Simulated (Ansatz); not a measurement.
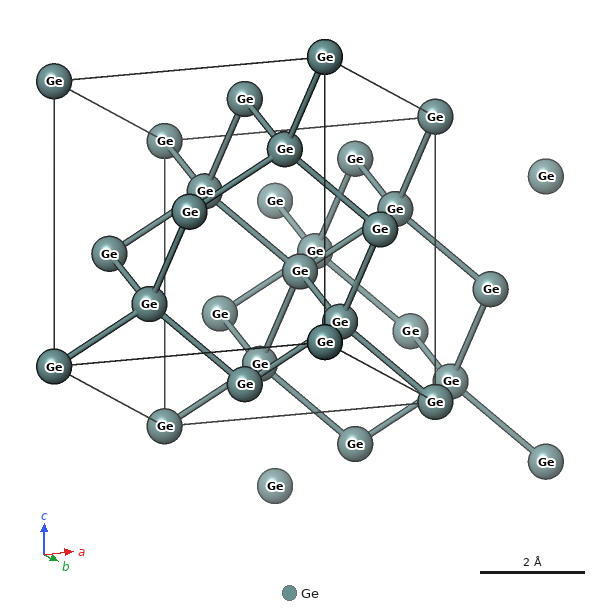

The starting point is solid Ge (built on the diamond type) at its r2SCAN-relaxed geometry. The picture is a ball-and-stick view of the conventional cell (4 times the calculation's cell), repeated 1 × 2 × 1 with one cell outlined, seen from a free direction. Lengths and directions refer to the drawn axes.

The calculation used DFT, PBE, plane waves, PAW in Ansatz. (plane-wave cutoff 420 eV; k-point mesh 8 × 8 × 8; occupations fermi dirac; smearing width 0.02 eV; no spin polarisation)

Change: The cell is strained by +2.7 % along c and −4.0 % across it (volume −5.3 %). The atoms and the free axis were relaxed with r2SCAN under that strain, and this is a single point on that geometry.

**What is the effect?**

Some distances before and after: Ge–Ge 2.457 → 2.415 Å. The space group (tolerance 0.01 Å) goes from Fd-3m (No. 227) to I4_1/amd (No. 141). The energy rises by 55.4 meV per atom. Pressure: 3.0 GPa before, 7.4 GPa after. The principal stresses (compression positive) are 3.7 GPa along c and 9.3 GPa across it. All forces vanish by symmetry.

Drawn alike, the variant:

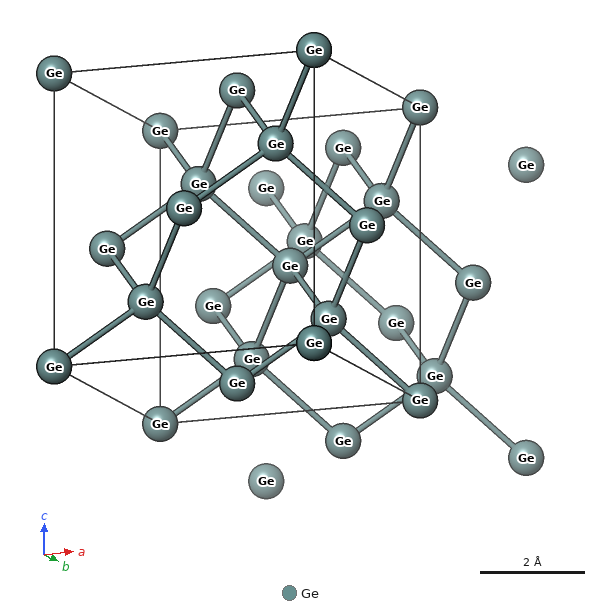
